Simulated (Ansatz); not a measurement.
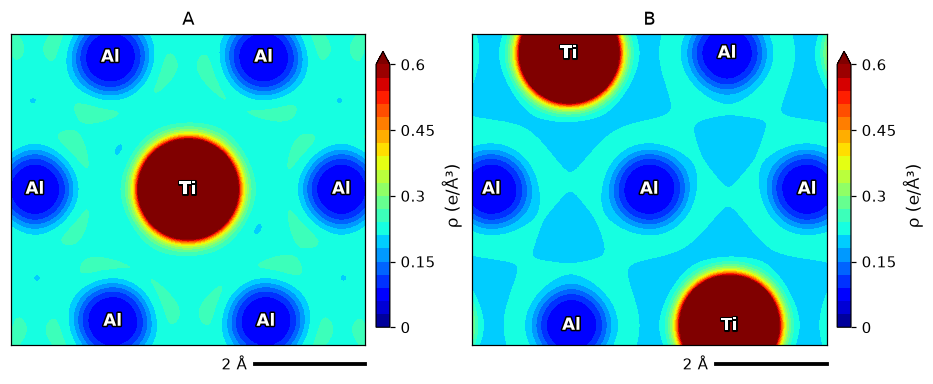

TiAl3. The valence charge density (pseudo) of two cells that differ in size, on the (111) plane of each (indices in the axes of the calculation cell), at one length scale and on one colour scale; one has 14.9 and the other 16.3 Å³ an atom.

Space group P4/mmm; a structure from a database of computed crystals, not necessarily the ambient phase; computed without spin polarisation.

Method: Ansatz 0.2.0, DFT PBEsol, scalar-relativistic, plane waves, PAW.

The density is the valence pseudo-density of a PAW calculation; it isn't the true density close to the nuclei.

Q: Which panel shows the smaller cell, and what does the compression change?

A: Panel A is the smaller cell, by 9 % in volume. From the larger cell to the smaller, Al–Al goes from 2.83 to 2.75 Å, and the density at its midpoint from 0.21 to 0.24 e/Å³; Ti–Al goes from 2.83 to 2.75 Å, and the density at its midpoint from 0.2 to 0.23 e/Å³; the pressure goes from −6 to 3.6 GPa.
